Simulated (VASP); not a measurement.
System: Al₂O₃, space group R-3c (No. 167).

Input of the run:
```
SYSTEM = Al2O3
ALGO     = Fast           ! electronic algorithm
EDIFF    = 1E-7           ! SCF threshold, eV
ENCUT    = 520            ! plane-wave cutoff, eV
ISIF     = 2              ! what is computed and relaxed
ISMEAR   = 0              ! smearing method
KPAR     = 4            
LASPH    = .TRUE.         ! aspherical terms in the spheres
LCHARG   = .FALSE.        ! write CHGCAR
LREAL    = .FALSE.        ! projectors in reciprocal space
LWAVE    = .FALSE.        ! write WAVECAR
NELM     = 60             ! most SCF steps
PREC     = Accurate       ! precision mode
SIGMA    = 0.02           ! smearing width, eV
```

Run as:
```bash
cat potpaw_LDA.64/Al/POTCAR potpaw_LDA.64/O/POTCAR > POTCAR
mpirun -np 4 vasp_std > vasp.out
```

Calculation (VASP 6.6.1): plane-wave DFT, no spin polarisation; energies at scaled volumes of the given cell, shape and fractions fixed, counted from the fit's minimum, third-order Birch-Murnaghan fit. Level: LDA.

k mesh 6×6×6; occupations Gaussian; smearing width 0.02 eV; potentials VASP PAW LDA potentials, recommended; wave cutoff 520 eV.

Describe the result: the energy and pressure against volume. The volume takes the values 8.0016, 8.1683, 8.3350, 8.5017, 8.6684 Å³/atom.

A third-order Birch–Murnaghan fit gives V0 = 8.36 Å³/atom, B0 = 260 GPa and B′ = 4.1. The energy is 13.37 meV/atom at volume 8.0016 Å³/atom and 8.70 meV/atom at 8.6684 Å³/atom; the lowest computed point is at volume 8.3350 Å³/atom (0.06 meV/atom). The pressure falls from 12.11 GPa at volume 8.0016 Å³/atom to −9.03 GPa at 8.6684 Å³/atom, and changes sign near 8.35 Å³/atom.

```tsv
volume (Å³/atom)	energy (meV/atom)	pressure (GPa)
8.0016	13.37	12.11
8.1683	3.68	6.01
8.3350	0.06	0.47
8.5017	1.90	-4.52
8.6684	8.70	-9.03
```

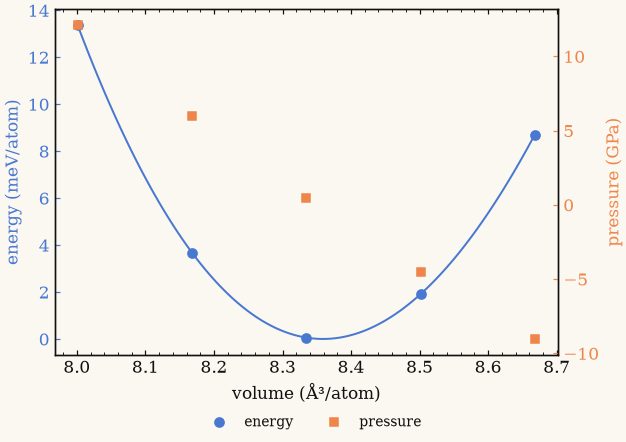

Caveats: shape and atomic fractions are frozen while scaling, which makes layered, chain and framework solids too stiff.
